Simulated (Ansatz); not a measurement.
Consider Sn7O16 (cell with a defect).

Input

```
crystal:
  lattice:
    - [-4.7689689531, 4.7689689531, 0.0]
    - [4.7689689531, 4.7689689531, 0.0]
    - [0.0, -4.7689689531, -6.4241368598]
  atoms:
    - { symbol: Sn, position: [0.25, 0.25, 0.5] }
    - { symbol: Sn, position: [0.75, 0.75, 0.5] }
    - { symbol: Sn, position: [0.5, 0.5, 0.0] }
    - { symbol: Sn, position: [0.125, 0.625, 0.25] }
    - { symbol: Sn, position: [0.875, 0.375, 0.75] }
    - { symbol: Sn, position: [0.625, 0.125, 0.25] }
    - { symbol: Sn, position: [0.375, 0.875, 0.75] }
    - { symbol: O, position: [0.25, 0.5562765043, 0.5] }
    - { symbol: O, position: [0.0, 0.3062765043, 0.0] }
    - { symbol: O, position: [0.75, 0.0562765043, 0.5] }
    - { symbol: O, position: [0.5, 0.8062765043, 0.0] }
    - { symbol: O, position: [0.4312765043, 0.625, 0.25] }
    - { symbol: O, position: [0.1812765043, 0.375, 0.75] }
    - { symbol: O, position: [0.9312765043, 0.125, 0.25] }
    - { symbol: O, position: [0.6812765043, 0.875, 0.75] }
    - { symbol: O, position: [0.25, 0.9437234957, 0.5] }
    - { symbol: O, position: [0.0, 0.6937234957, 0.0] }
    - { symbol: O, position: [0.75, 0.4437234957, 0.5] }
    - { symbol: O, position: [0.5, 0.1937234957, 0.0] }
    - { symbol: O, position: [0.8187234957, 0.625, 0.25] }
    - { symbol: O, position: [0.5687234957, 0.375, 0.75] }
    - { symbol: O, position: [0.3187234957, 0.125, 0.25] }
    - { symbol: O, position: [0.0687234957, 0.875, 0.75] }
basis:
  ecutwfc: 420
kpoints:
  mp_grid: { grid: [4, 4, 4] }
hamiltonian:
  xc: pbesol
scf:
  occupations: { method: gaussian, width: 0.05 }
output:
  forces: true
  stress: true
  eigenvalues: true
  write_density: true
  write_potential: true
  elf: true
  volumetric_format: npy
relax:
  adjacent_minimum: "off"
  f_tol: 0.02
  max_steps: 50
```

Command:

```sh
ansatz run input.yaml --threads 4 --pin off --max-ram 9216MiB --backend cpu --events-out ev --progress --plain --runs-dir out
```

The fields are those of the relaxed geometry.

The calculation used DFT PBEsol, scalar-relativistic, plane waves, PAW in Ansatz.

What can the converged valence pseudo-density and electron localisation function tell about the bonding?

Sn–O (2.06 Å): the density is about 0.66 e/Å³ at the midpoint; the ELF peaks at about 0.85 in the valence shell of O, 0.6 Å from its nucleus, and is about 0.25 at the midpoint (no shared electron pair shows on this line).

Metal or insulator at this level of theory?

It is metallic or semimetallic at this level of theory: no gap opens.

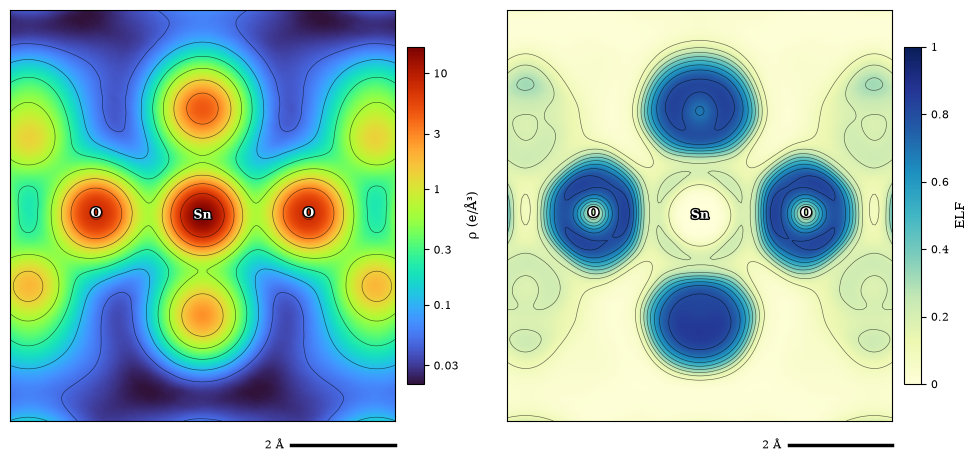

Computed valence pseudo-density and electron localisation function on the (100) plane of the calculation cell, in this order. Atoms just off the plane (Sn, 0.7 Å away and O, 0.4 Å away) can leave unmarked features too.

The density is the valence pseudo-density of a PAW calculation; it isn't the true density close to the nuclei.
